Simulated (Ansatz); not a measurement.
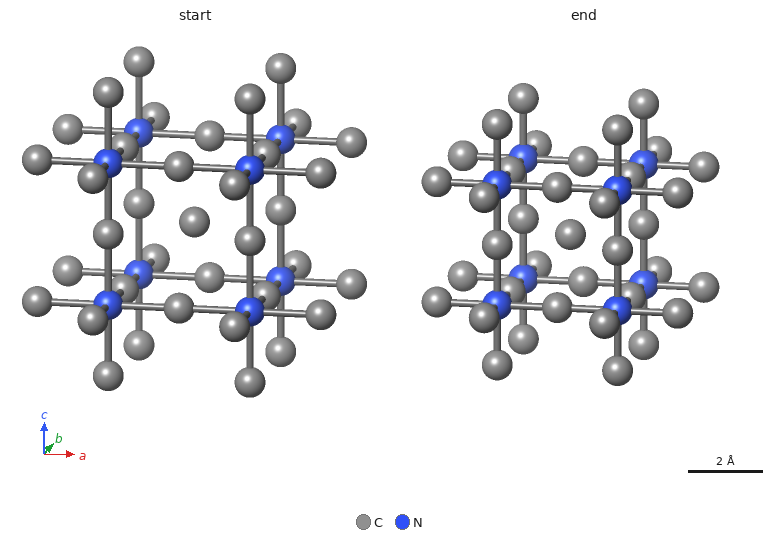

The structure of crystalline C4N (a generated structure, set up in Pm-3m) (coarse preliminary run) before (left) and after (right) a relaxation, at one scale.

Style: ball-and-stick. Shown: the cell of the calculation, slightly off an axis.

Theory: DFT PBE, scalar-relativistic, plane waves, PAW (Ansatz 0.2.0). Settings: plane-wave cutoff 420 eV; k-point mesh 4 × 4 × 4; occupations gaussian; smearing width 0.1 eV; no spin polarisation; cell and atoms relaxed; force threshold 0.04 eV/Å; at most 70 steps.

### What changed between the two?

No atom moves by more than 0.005 Å relative to the cell. The drawn cell changes as follows: a = b = c 3.920 → 3.329 Å (−15.1 %); the volume changes by −38.8 %. Near-neighbour distances that change, for instance: C–N 1.960 → 1.665 Å. The space group stays Pm-3m (No. 221). The energy falls by 3.137 eV per cell of the calculation in 5 accepted moves (7 points after the start). All forces vanish by symmetry, so only the cell relaxes. The pressure goes from −27.53 to −0.02 GPa. At 2 points the geometry stayed and the basis and grid were re-selected for the new cell (energy shift of 15.5 meV per cell of the calculation at most each time). The run took 4.5 s on 1 thread of Intel(R) Xeon(R) Platinum 8488C (Sapphire Rapids) (shared host), peak memory 0.36 GiB.

Limits of the set-up: the k-point mesh is coarse for a cell with partly filled bands.
